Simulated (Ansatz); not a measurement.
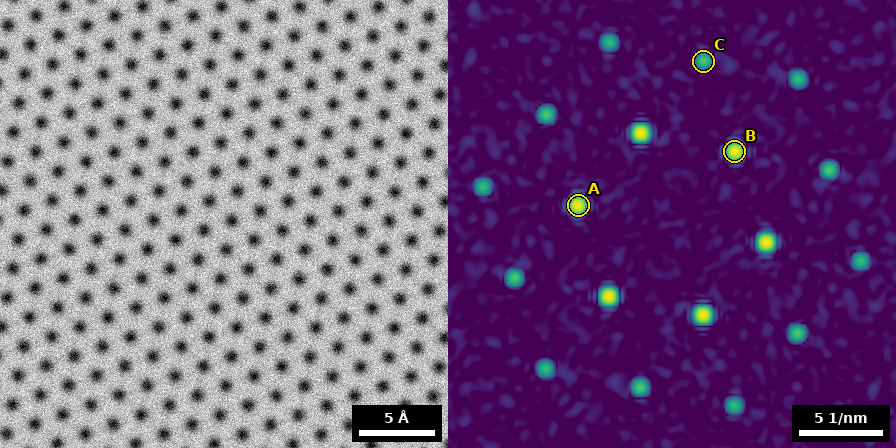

HRTEM-like image of a crystal. Simulated in the weak-phase-object approximation with neutral-atom potentials: 300 kV, Cs = 20 µm, defocus −75 Å (negative is underfocus), defocus spread 12 Å, aperture 1.36 1/Å. Shot noise was added.

The right panel is the modulus of the image's Fourier transform on a logarithmic scale.

Which lattice spacings do the marked spots stand for, and what angle do A and B enclose?

A: 1.7 Å, B: 1.7 Å, C: 1.0 Å; A and B enclose about 120°.

The crystal is P (Pm-3m, No. 221) along [111]; the spots are (0 -1 1), (-1 1 0) and (-2 1 1). Atomic positions: the geometry relaxed with DFT r2SCAN, scalar-relativistic, plane waves, PAW (Ansatz); the starting structure was generated, so it need not be a known form of this composition.
